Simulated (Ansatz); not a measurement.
Ga₅O₈: geometry relaxation (part 4 of 4)

Continued. System: Ga₅O₈ (defect cell, 39 atoms in the cell). Method: DFT PBE, scalar-relativistic, plane waves, PAW, spin-polarised (Ansatz 0.2.0); cutoff 420 eV, 2×2×2 k-mesh, Gaussian smearing of 0.02 eV, collinear spins. The structure derives from a Materials Project entry. It belongs to a series of runs on one base structure; here: V_Ga, charge +0, atoms relaxed at the host's cell.

Output, continued:
```
--- Relaxed structure (8 steps of the walk, 7 accepted, 0 SCFs on fresh bases) ---
  F+E_penalty+E_count = -70368.27605041 eV   max|allowed force component| = 1.519e-2 eV/Å
  atoms:
    - { symbol: Ga, position: [0.9033725827381375, 0.410488371247061, 0.41758557854124] }
    - { symbol: Ga, position: [0.14883206225237128, 0.16277676938862498, 0.16555161975298346] }
    - { symbol: Ga, position: [0.40332589478201153, 0.9113582820208075, 0.9161908635694211] }
    - { symbol: Ga, position: [0.595069356687751, 0.08607861951256254, 0.08618937335384452] }
    - { symbol: Ga, position: [0.8413719023722304, 0.8272722813932031, 0.8319180893173646] }
    - { symbol: Ga, position: [0.08196523514970644, 0.5808629669836599, 0.5914863513656698] }
    - { symbol: Ga, position: [0.3488862177114061, 0.33216775051083014, 0.33536641362272845] }
    - { symbol: Ga, position: [0.46864726943599205, 0.7156118104035551, 0.3284624673600296] }
    - { symbol: Ga, position: [0.7115895303994927, 0.4700537050271992, 0.08042653802262381] }
    - { symbol: Ga, position: [0.9646312403678421, 0.21397416509918243, 0.8278064493098083] }
    - { symbol: Ga, position: [0.20855447420043044, 0.9665670768447621, 0.5828044110350263] }
    - { symbol: Ga, position: [0.7827877460237121, 0.02793570189884259, 0.4245348590190083] }
    - { symbol: Ga, position: [0.0401268365436397, 0.7807809060560654, 0.1723426436657713] }
    - { symbol: Ga, position: [0.27913096829092876, 0.5311838545112749, 0.9204839556756619] }
    - { symbol: Ga, position: [0.5375442474964782, 0.28071572533165295, 0.6733518514025614] }
    - { symbol: O, position: [0.4912722154931708, 0.4978797890604886, 0.7509749318101014] }
    - { symbol: O, position: [0.7462808261718186, 0.2426708669135298, 0.5052371579598491] }
    - { symbol: O, position: [0.0038077247201385167, 0.9838137623593077, 0.2628956524847478] }
    - { symbol: O, position: [0.2492514488646227, 0.7400346813865334, 0.0017989629909393734] }
    - { symbol: O, position: [0.736898356905404, 0.2728882228466939, 0.9815095138709212] }
    - { symbol: O, position: [0.9966263456479829, -0.00040549654978871974, 0.7510852417505232] }
    - { symbol: O, position: [0.2735375070603608, 0.7383959313181222, 0.513306842501501] }
    - { symbol: O, position: [0.496362178864256, 0.5073197651290355, 0.2475223435821886] }
    - { symbol: O, position: [0.40644944950957057, 0.9375570163876344, 0.15636196061782207] }
    - { symbol: O, position: [0.6511972786711249, 0.7005469088143561, 0.9238267473637942] }
    - { symbol: O, position: [0.9357830805152605, 0.4109309731297327, 0.638655351342793] }
    - { symbol: O, position: [0.16363899655353592, 0.17848548219702393, 0.39920392256045956] }
    - { symbol: O, position: [0.8594533212518163, 0.8185739177831622, 0.597416026880643] }
    - { symbol: O, position: [0.09823718390774133, 0.5606369773926183, 0.3471471662162193] }
    - { symbol: O, position: [0.33574939207065924, 0.3145966152233437, 0.09869888142666852] }
    - { symbol: O, position: [0.5870948332584184, 0.06870548061067161, 0.8537568340106069] }
    - { symbol: O, position: [0.06571513525578931, 0.5879821721991887, 0.8245355705791473] }
    - { symbol: O, position: [0.3255244247606318, 0.34200499814674934, 0.5703649435674125] }
    - { symbol: O, position: [0.5756057175287481, 0.1039507107274869, 0.3133910318900738] }
    - { symbol: O, position: [0.8246321048360861, 0.8533169024062629, 0.07109264624444905] }
    - { symbol: O, position: [0.1715354525752255, 0.1446036759597376, 0.9382069052156388] }
    - { symbol: O, position: [0.40840351328584623, 0.9636753558768167, 0.6743805320193391] }
    - { symbol: O, position: [0.7078077620903978, 0.6677827113932575, 0.381125412413498] }
    - { symbol: O, position: [0.9259895853492597, 0.39329618705875435, 0.18349807048692152] }
--- Löwdin populations: 39 sites ---
  site symbol       q [e]    m [muB]
     0     Ga     11.9756    -0.0138
     1     Ga     11.9885    -0.0032
     2     Ga     11.9743    -0.0140
     3     Ga     11.9824    -0.0080
     4     Ga     11.9723    -0.0084
     5     Ga     11.9738    -0.0101
     6     Ga     11.9805    -0.0069
     7     Ga     11.9548    -0.0193
     8     Ga     11.9501    -0.0074
     9     Ga     11.9551    -0.0078
    10     Ga     11.9517    -0.0189
    11     Ga     11.9486    -0.0066
    12     Ga     11.9572    -0.0096
    13     Ga     11.9619    -0.0145
    14     Ga     11.9610    -0.0219
    15      O      6.4546     0.5595
    16      O      6.6445     0.0222
    17      O      6.6459     0.0367
    18      O      6.6419     0.0177
    19      O      6.6014     0.1361
    20      O      6.6327     0.0499
    21      O      6.5769     0.1943
    22      O      6.6431     0.0277
    23      O      6.6304     0.0116
    24      O      6.6169     0.0810
    25      O      6.6253     0.0631
    26      O      6.6271     0.0157
    27      O      6.6055     0.1154
    28      O      6.6232     0.0185
    29      O      6.6295     0.0107
    30      O      6.6258     0.0169
    31      O      6.6478     0.0225
    32      O      6.5602     0.2715
    33      O      6.6436     0.0130
    34      O      6.5723     0.2395
    35      O      6.6482     0.0323
    36      O      6.4546     0.6067
    37      O      6.4619     0.5833
    38      O      6.6472     0.0360
  spilling = 0.003102 (of n_electrons = 339.000000)
```

File populations.tsv:
```
# site	symbol	l	j	q_up	q_dn
# orbitals = lowdin
# n_electrons = 339.000000
# spilling = 0.003102
0	Ga	0_4S	-	0.365224	0.369592
0	Ga	1_4P	-	0.619597	0.629748
0	Ga	2_3D	-	4.996079	4.995386
1	Ga	0_4S	-	0.365938	0.367451
1	Ga	1_4P	-	0.630678	0.632969
1	Ga	2_3D	-	4.996046	4.995465
2	Ga	0_4S	-	0.365355	0.369795
2	Ga	1_4P	-	0.618704	0.629002
2	Ga	2_3D	-	4.996125	4.995338
3	Ga	0_4S	-	0.367422	0.369902
3	Ga	1_4P	-	0.623451	0.629402
3	Ga	2_3D	-	4.996293	4.995908
4	Ga	0_4S	-	0.366043	0.369340
4	Ga	1_4P	-	0.619954	0.625819
4	Ga	2_3D	-	4.995982	4.995203
5	Ga	0_4S	-	0.368642	0.372431
5	Ga	1_4P	-	0.617064	0.624373
5	Ga	2_3D	-	4.996143	4.995194
6	Ga	0_4S	-	0.366704	0.369137
6	Ga	1_4P	-	0.623848	0.628881
6	Ga	2_3D	-	4.996219	4.995703
7	Ga	0_4S	-	0.375033	0.381681
7	Ga	1_4P	-	0.600701	0.616187
7	Ga	2_3D	-	4.991994	4.989174
8	Ga	0_4S	-	0.374579	0.377054
8	Ga	1_4P	-	0.605203	0.611451
8	Ga	2_3D	-	4.991547	4.990246
9	Ga	0_4S	-	0.374715	0.377154
9	Ga	1_4P	-	0.607545	0.614050
9	Ga	2_3D	-	4.991426	4.990241
10	Ga	0_4S	-	0.375638	0.382328
10	Ga	1_4P	-	0.598518	0.613518
10	Ga	2_3D	-	4.992238	4.989440
11	Ga	0_4S	-	0.374122	0.375956
11	Ga	1_4P	-	0.605514	0.611081
11	Ga	2_3D	-	4.991357	4.990569
12	Ga	0_4S	-	0.374692	0.377572
12	Ga	1_4P	-	0.607535	0.615133
12	Ga	2_3D	-	4.991581	4.990711
13	Ga	0_4S	-	0.375741	0.380447
13	Ga	1_4P	-	0.606182	0.618133
13	Ga	2_3D	-	4.991765	4.989617
14	Ga	0_4S	-	0.373586	0.380329
14	Ga	1_4P	-	0.604103	0.621878
14	Ga	2_3D	-	4.991866	4.989268
15	O	0_2S	-	0.873207	0.865699
15	O	1_2P	-	2.633805	2.081845
16	O	0_2S	-	0.822106	0.822364
16	O	1_2P	-	2.511227	2.488792
17	O	0_2S	-	0.823844	0.823602
17	O	1_2P	-	2.517454	2.481030
18	O	0_2S	-	0.821534	0.821810
18	O	1_2P	-	2.508278	2.490265
19	O	0_2S	-	0.833569	0.831381
19	O	1_2P	-	2.535141	2.401270
20	O	0_2S	-	0.826632	0.826360
20	O	1_2P	-	2.514703	2.465029
21	O	0_2S	-	0.841461	0.838404
21	O	1_2P	-	2.544118	2.352895
22	O	0_2S	-	0.822678	0.822860
22	O	1_2P	-	2.512720	2.484872
23	O	0_2S	-	0.836972	0.837416
23	O	1_2P	-	2.484041	2.471997
24	O	0_2S	-	0.831513	0.830264
24	O	1_2P	-	2.517476	2.437677
25	O	0_2S	-	0.830148	0.829300
25	O	1_2P	-	2.514046	2.451758
26	O	0_2S	-	0.837159	0.837543
26	O	1_2P	-	2.484198	2.468162
27	O	0_2S	-	0.834965	0.833334
27	O	1_2P	-	2.525455	2.411715
28	O	0_2S	-	0.837665	0.837914
28	O	1_2P	-	2.483207	2.464425
29	O	0_2S	-	0.837051	0.837455
29	O	1_2P	-	2.483048	2.471961
30	O	0_2S	-	0.836281	0.837033
30	O	1_2P	-	2.485034	2.467415
31	O	0_2S	-	0.833391	0.833947
31	O	1_2P	-	2.501755	2.478736
32	O	0_2S	-	0.849752	0.844403
32	O	1_2P	-	2.566076	2.299970
33	O	0_2S	-	0.828476	0.828797
33	O	1_2P	-	2.499801	2.486491
34	O	0_2S	-	0.847444	0.842725
34	O	1_2P	-	2.558479	2.323687
35	O	0_2S	-	0.832925	0.833125
35	O	1_2P	-	2.507297	2.474847
36	O	0_2S	-	0.876901	0.868580
36	O	1_2P	-	2.653776	2.055368
37	O	0_2S	-	0.875201	0.867282
37	O	1_2P	-	2.647420	2.072036
38	O	0_2S	-	0.833509	0.833572
38	O	1_2P	-	2.508093	2.471984
```

Trajectory as extended XYZ (Å, eV, eV/Å), 2 of the 8 frames kept, from step=1 to step=8:
```
39
Lattice="-4.8291 -1.5416 -5.7152 -6.2271 4.6249 -0.0062 1.3980 6.1665 -5.7089" Properties=species:S:1:pos:R:3:forces:R:3 step=1 energy=-70367.33647
Ga   -6.3639    3.0833   -7.5107    0.1261   0.6794  -0.4661
Ga   -1.5348    1.5416   -1.7956   -0.0604   0.0040   0.0153
Ga   -6.3639    9.2498   -7.5107    0.1329  -0.9593  -0.1579
Ga   -3.2943    0.0000   -3.9196    0.0075   0.0862   0.1291
Ga   -8.1234    7.7082   -9.6347    0.7629  -0.5074   0.6564
Ga   -3.2943    6.1665   -3.9196    0.8275   0.4410   0.6361
Ga   -3.2943    3.0833   -3.9196    0.0317  -0.0607   0.1345
Ga   -6.2360    4.6249   -4.5444   -0.1872   0.0728  -0.5998
Ga   -6.2360    1.5416   -4.5444   -0.5145  -0.1023   0.4859
Ga   -4.8380    4.6249  -10.2533   -0.2202   0.1172   0.1234
Ga   -6.2360    7.7082   -4.5444    0.0147  -0.0671   0.0764
Ga   -3.4222    1.5416   -6.8859    0.1458   0.0097   0.3399
Ga   -4.8201    4.6249   -1.1770   -0.0105  -0.0518  -0.1670
Ga   -3.4222    7.7082   -6.8859    0.2037   0.3863   0.1079
Ga   -3.4222    4.6249   -6.8859   -0.2901   0.4256  -0.2089
O    -4.3751    6.2076   -7.1924   -0.1865  -1.0091  -0.1224
O    -4.4207    3.0833   -7.1805    0.0341   0.0487   0.0640
O    -5.8187    6.1665   -1.4716   -0.1723  -0.1287   0.0439
O    -5.8187    3.0833   -1.4716    0.1065   0.2139   0.0578
O    -3.8395    6.1665   -9.9587    0.3538   0.0231   0.0930
O    -3.8395    3.0833   -9.9587    0.3546  -0.0669   0.0785
O    -5.2374    6.1665   -4.2498    0.1049  -0.0936   0.0031
O    -5.2374    3.0833   -4.2498    0.2066   0.1056   0.0237
O    -7.6014    4.6249   -3.2301    0.0366   0.1082  -0.0958
O    -6.1842    7.7232   -8.9219   -0.4172   0.9764  -0.7928
O    -6.1757    4.6235   -8.9831   -0.7258  -1.1259  -0.1433
O    -1.3743    3.0833   -3.2239    0.0341  -0.0901   0.0190
O    -8.3430    6.1222   -8.1887   -0.2133   0.2112  -1.0965
O    -3.4548    4.6249   -2.4912   -0.0633  -0.1003  -0.0182
O    -3.4548    1.5416   -2.4912    0.1598   0.0937  -0.1477
O    -2.0568    4.6249   -8.2002   -0.0175  -0.0392  -0.0349
O    -2.9454    7.7082   -5.0897   -0.0820   0.1668   0.1899
O    -2.9454    4.6249   -5.0897    0.0203  -0.2015   0.0494
O    -2.9454    1.5416   -5.0897   -0.0570  -0.0155   0.0839
O    -9.1725    3.0833   -5.0959    0.0528   0.1349  -0.0505
O    -0.4857    6.1665   -6.3344    0.0584   0.0447  -0.1475
O    -6.7106    7.6928   -6.3164   -0.4085   0.7691  -0.1354
O    -6.7179    4.6153   -6.3858   -0.1737  -0.4093   1.0272
O    -6.7128    1.5416   -6.3406    0.0248  -0.0895  -0.0536
39
Lattice="-4.8291 -1.5416 -5.7152 -6.2271 4.6249 -0.0062 1.3980 6.1665 -5.7089" Properties=species:S:1:pos:R:3:forces:R:3 step=8 energy=-70368.27605
Ga   -6.3348    3.0809   -7.5494    0.0032  -0.0115   0.0000
Ga   -1.5009    1.5443   -1.7967    0.0018  -0.0050  -0.0034
Ga   -6.3420    9.2429   -7.5412   -0.0031   0.0144  -0.0044
Ga   -3.2892    0.0122   -3.8935   -0.0049  -0.0032   0.0055
Ga   -8.0515    7.6590   -9.5631   -0.0061   0.0033   0.0076
Ga   -3.1860    6.2075   -3.8488    0.0001  -0.0070   0.0053
Ga   -3.2844    3.0664   -3.9106   -0.0004   0.0011   0.0017
Ga   -6.2601    4.6126   -4.5580   -0.0098   0.0011   0.0045
Ga   -6.2510    1.5729   -4.5289   -0.0003   0.0019   0.0081
Ga   -4.8335    4.6072  -10.2402   -0.0023  -0.0023   0.0052
Ga   -6.2113    7.7426   -4.5251    0.0012   0.0038   0.0039
Ga   -3.3606    1.5403   -6.8976   -0.0003   0.0006   0.0087
Ga   -4.8148    4.6119   -1.2181   -0.0125  -0.0040  -0.0002
Ga   -3.3689    7.7025   -6.8536   -0.0016  -0.0082  -0.0038
Ga   -3.4026    4.6218   -6.9180   -0.0098   0.0152  -0.0002
O    -4.4229    6.1762   -7.0981    0.0030  -0.0056   0.0068
O    -4.4087    3.0874   -7.1510   -0.0015  -0.0032  -0.0064
O    -5.7771    6.1653   -1.5287   -0.0040  -0.0034  -0.0019
O    -5.8094    3.0494   -1.4394    0.0044   0.0083  -0.0060
O    -3.8857    6.1786   -9.8165    0.0069   0.0005  -0.0067
O    -3.7603    3.0933   -9.9838   -0.0010  -0.0004  -0.0029
O    -5.2014    6.1586   -4.4983    0.0022  -0.0036  -0.0020
O    -5.2101    3.1075   -4.2530   -0.0014   0.0001   0.0007
O    -7.5824    4.6737   -3.2214    0.0055   0.0000  -0.0045
O    -6.2156    7.9329   -9.0001   -0.0004  -0.0032  -0.0045
O    -6.1851    4.3962   -8.9967    0.0031   0.0053   0.0009
O    -1.3436    3.0349   -3.2154   -0.0042  -0.0061   0.0068
O    -8.4125    6.1448   -8.3276   -0.0004   0.0048  -0.0089
O    -3.4802    4.5821   -2.5468    0.0013  -0.0005  -0.0011
O    -3.4424    1.5460   -2.4843    0.0057   0.0047  -0.0029
O    -2.0694    4.6774   -8.2298    0.0053  -0.0038  -0.0060
O    -2.8261    7.7026   -5.0864    0.0058   0.0002   0.0043
O    -2.9043    4.5971   -5.1187    0.0008   0.0032  -0.0058
O    -2.9888    1.5259   -5.0794    0.0017   0.0036  -0.0017
O    -9.1965    3.1136   -5.1241    0.0047  -0.0003   0.0075
O    -0.4172    6.1898   -6.3374    0.0011   0.0013   0.0043
O    -7.0303    7.9859   -6.1901    0.0022   0.0015  -0.0003
O    -7.0436    4.3475   -6.2252    0.0026  -0.0028  -0.0013
O    -6.6642    1.5230   -6.3422    0.0016  -0.0007  -0.0067
```

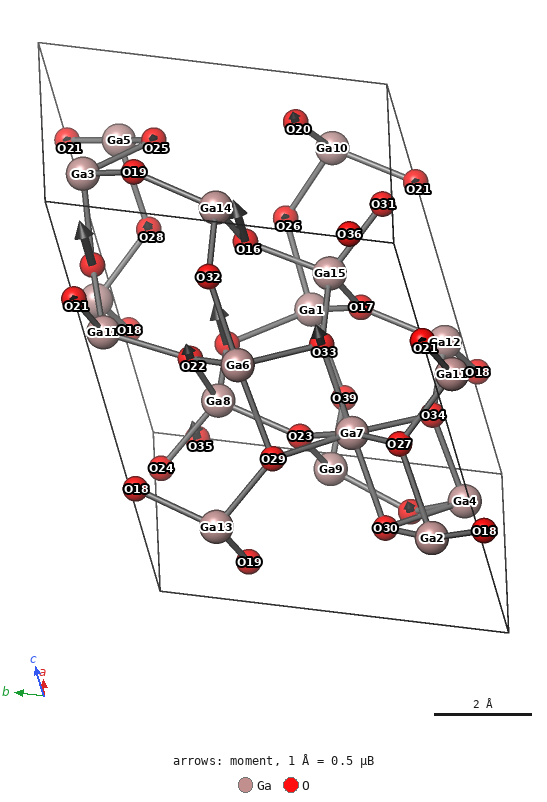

Fig. 1: Magnetic moments of the sites as black arrows (ball-and-stick view of the cell of the calculation, seen at an oblique angle; atoms are numbered from 1 in the order of the input); small moments hardly show. The run is collinear, so the axis drawn is arbitrary. Site moments: O37 (0.49 μB); O38 (0.47 μB); O16 (0.46 μB); O33 (0.23 μB); O35 (0.20 μB); O22 (0.17 μB); O20 (0.12 μB), among others. They are counted near the atoms and needn't add up to the moment of the cell.

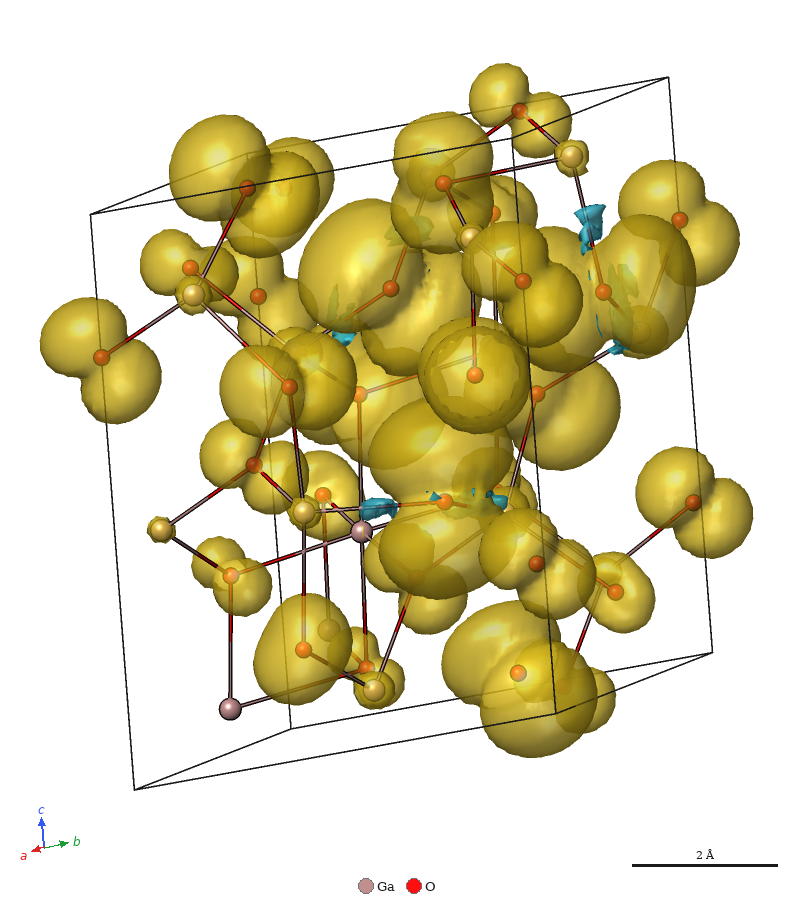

Fig. 2: Isosurfaces of the spin density at +0.006 (yellow) and −0.006 e/Å³ (cyan), seen at an oblique angle. Sticks mark near contacts. The outline is the calculation cell. The cell of the calculation (39 atoms) carries 3.0 μB net. The fields are those of the smooth PAW valence density.

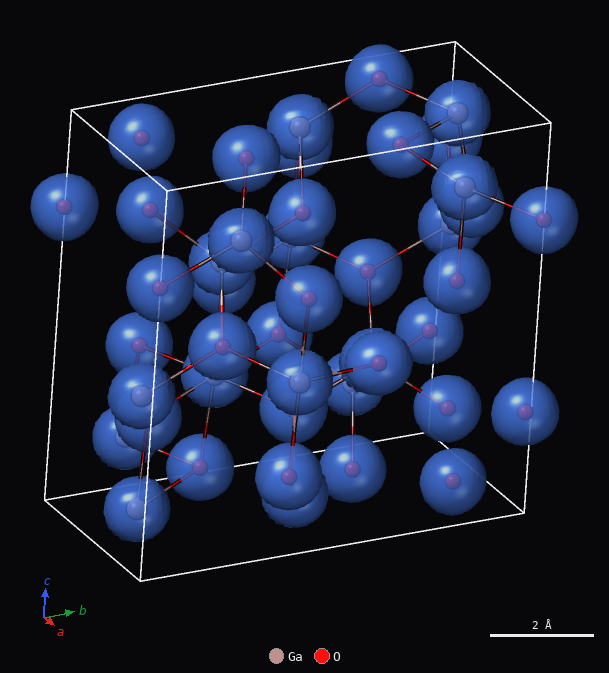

Fig. 3: Isosurface of the valence electron density at 1.5 e/Å³ (blue), seen slightly off an axis. Sticks mark near contacts. The outline is the calculation cell. At this value the density breaks into separate islands; it holds about 65 % of the electrons treated as valence (semicore included). It is pinched off along the Ga–O (1.85 Å), Ga–O (1.93 Å), Ga–O (1.98 Å) and Ga–O (2.04 Å) contacts. On the grid the lowest density along these lines, outside the cores, is 0.81 e/Å³ (Ga–O, 1.85 Å), 0.67 e/Å³ (Ga–O, 1.93 Å), 0.58 e/Å³ (Ga–O, 1.98 Å) and 0.56 e/Å³ (Ga–O, 2.04 Å).

Results in brief:

```json
{"quantity": "outcome", "value": "converged"}
{"quantity": "electrons treated", "value": "339"}
{"quantity": "free energy", "value": "−70368.2761 eV"}
{"quantity": "Fermi energy", "value": "6.956 eV"}
{"quantity": "gap on the k-point mesh", "value": "0.10 eV"}
{"quantity": "net moment of the cell", "value": "3.00 μB"}
{"quantity": "integrated absolute moment", "value": "3.28 μB"}
{"quantity": "final volume", "value": "438.55 Å³"}
{"quantity": "largest force (length of the vector) at the end", "value": "0.018 eV/Å"}
{"quantity": "wall time", "value": "3.7 min (CPU time 28 min)"}
{"quantity": "peak memory", "value": "3.5 GiB"}
```
